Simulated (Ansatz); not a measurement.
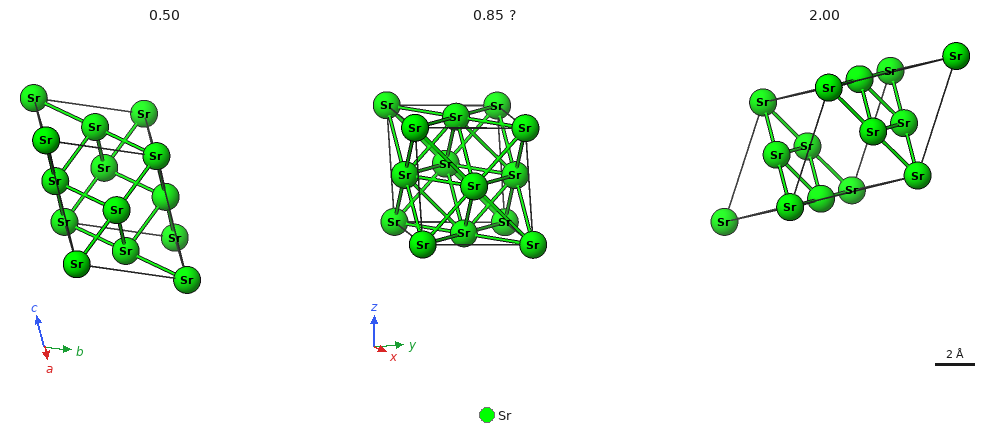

Energy scan for solid Sr (Fm-3m), in which the ratio of the cell's length along [111] to its lengths across, counted as 1 for the reference, is changed at fixed volume (a trigonal path), with the atoms kept at their fractional coordinates. x, y and z are the Cartesian axes of the input. The picture is a ball-and-stick view of the conventional cell (4 times the calculation's cell), seen slightly off an axis. Lengths and directions refer to the drawn axes.

The calculation used DFT PBEsol, scalar-relativistic, plane waves, PAW in Ansatz 0.2.0. Set-up: plane-wave cutoff 420 eV; k-point mesh 10 × 10 × 10; occupations gaussian; smearing width 0.03 eV; no spin polarisation. Energies (free energies at the smearing named) are counted from the cell as listed in its source, which wasn't relaxed.

```csv
axial ratio over its reference value,energy change (meV/atom)
0.50,373
0.60,325
0.71,210
0.85,?
0.93,10
1.00,0
1.08,9
1.20,79
1.41,304
1.70,696
2.00,1145
```

Q: Fill in the missing row.

A: A straight line between the two neighbours gives 83 meV/atom. A cubic through the four nearest rows (0.60, 0.71, 0.93, 1.00) gives, with Lagrange weights, (−0.1157)(325) + (0.4275)(210) + (1.0331)(10) + (−0.3448)(0) = 63 meV/atom. The calculation gives 59 meV/atom, so the cubic is 4 meV/atom too high and the straight line 24 meV/atom too high, as the curve bends upwards here.

The whole profile:

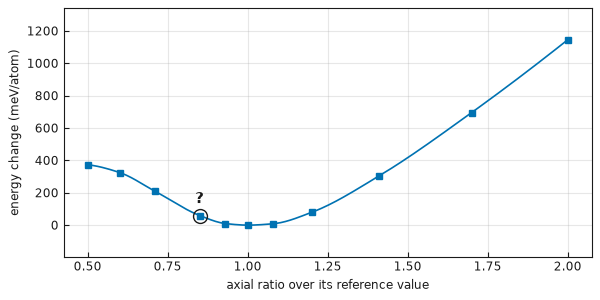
